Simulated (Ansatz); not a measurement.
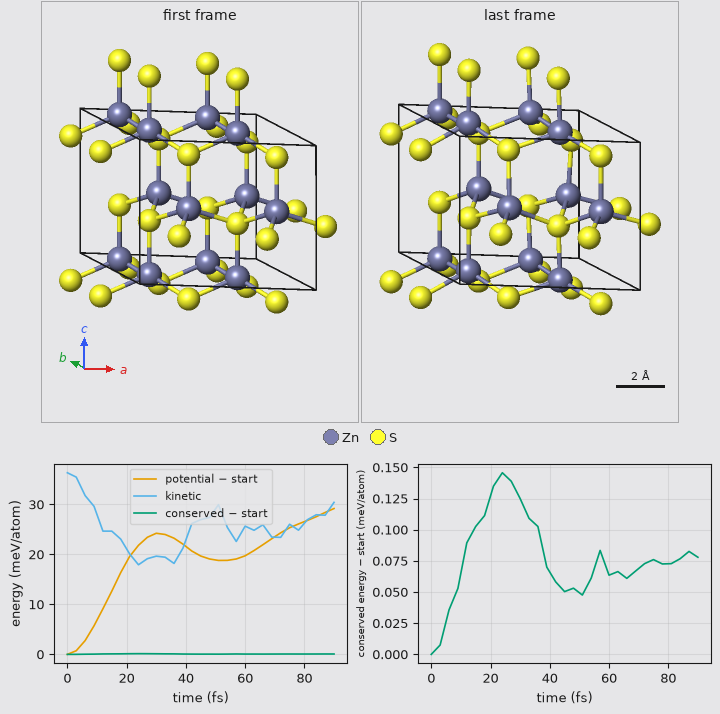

Molecular dynamics of a 16-atom cell of ZnS (built on the wurtzite type), 90 fs long. Style: ball-and-stick. Shown: the simulation cell, slightly off an axis. Bonds to atoms that aren't drawn are left out.

All numbers below come from Ansatz 0.2.0, DFT, PBE, plane waves, PAW. Settings: plane-wave cutoff 420 eV; k-point mesh 3 × 3 × 2; Fermi-Dirac smearing 0.026 eV; Langevin thermostat and barostat (NPT); set temperature 300 K; time step 3 fs.

Check the integration.

The conserved quantity stays between 0 and 0.15 meV per atom of its start. A straight-line fit has a slope that amounts to +0.00045 meV per atom over 90 fs (under 0.1 % of the mean kinetic energy), its mean offset in the second half is 0.3 %, and the ripple about the line is 0.7 % of the kinetic energy's fluctuation. With a drift under 2 % and a ripple under 7 %, the integration is accurate. The mean temperature in the second half is 203 K (standard deviation 17 K). That is still far from the set 300 K: the thermostat hasn't settled it within this run. The potential energy is still drifting at the end, so the run hasn't reached equilibrium. The potential energy in the second half lies on average 23.1 meV per atom above the first frame. The mean pressure there is −1.4 GPa. The volume ends +7.1 % from the start.

Cost: 4.4 min on 4 threads of Arm Neoverse V1, with other jobs on the host, peak memory 1.1 GiB.
